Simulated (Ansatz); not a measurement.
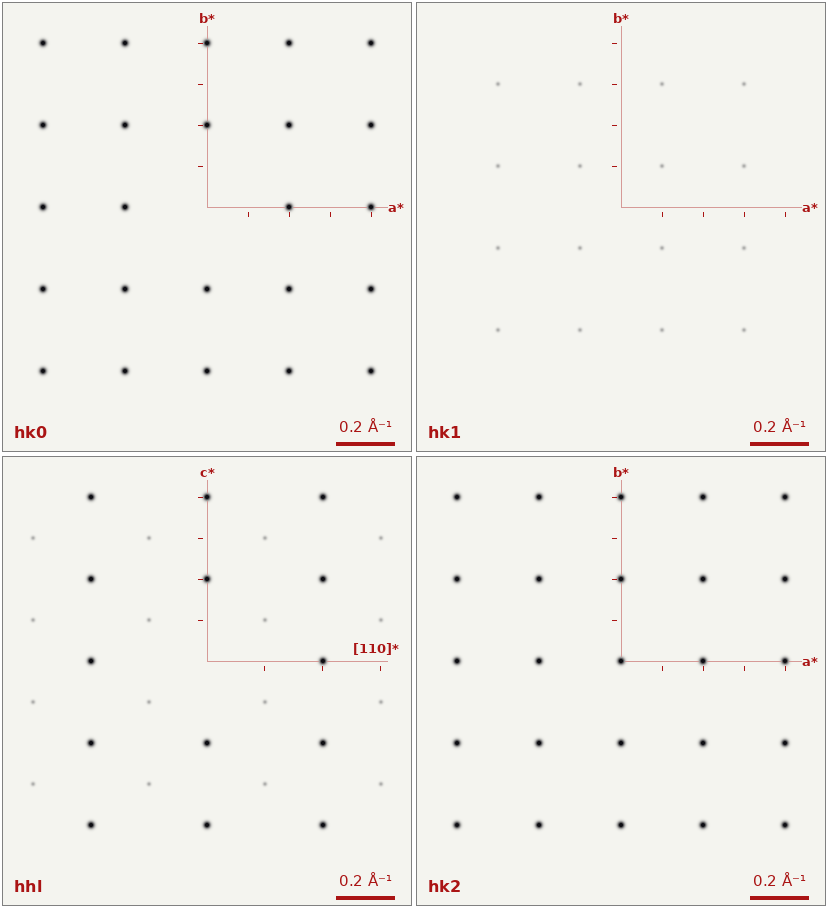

Simulated precession-type sections (neutrons; kinematic intensities, B = 0.5 Å²). The ticks mark integer indices of the conventional cell.

The compound is BaTe. Structure: the end point of a relaxation with Ansatz 0.2.0, DFT PBE, scalar-relativistic, plane waves, PAW; the starting structure was generated, so it need not be a known form of this composition.

What cell do the layers give?

a* = 0.142, b* = 0.142, c* = 0.142 Å⁻¹; the cell is cubic with a = 7.06 Å.

List the systematic absences.

Reflections are present only under these conditions. hkl: h + k = 2n, h + l = 2n; hk0: h = 2n, k = 2n; hhl: h + l = 2n; h00: h = 2n. The lattice is face-centred (F).

Which space groups fit?

The intensities have Laue symmetry m-3m (the hk0 layer shows 4mm, hk1 shows 4mm). With these conditions the candidates are F432 (No. 209), F-43m (No. 216), Fm-3m (No. 225). Diffraction geometry alone does not choose among them; the structure has Fm-3m.
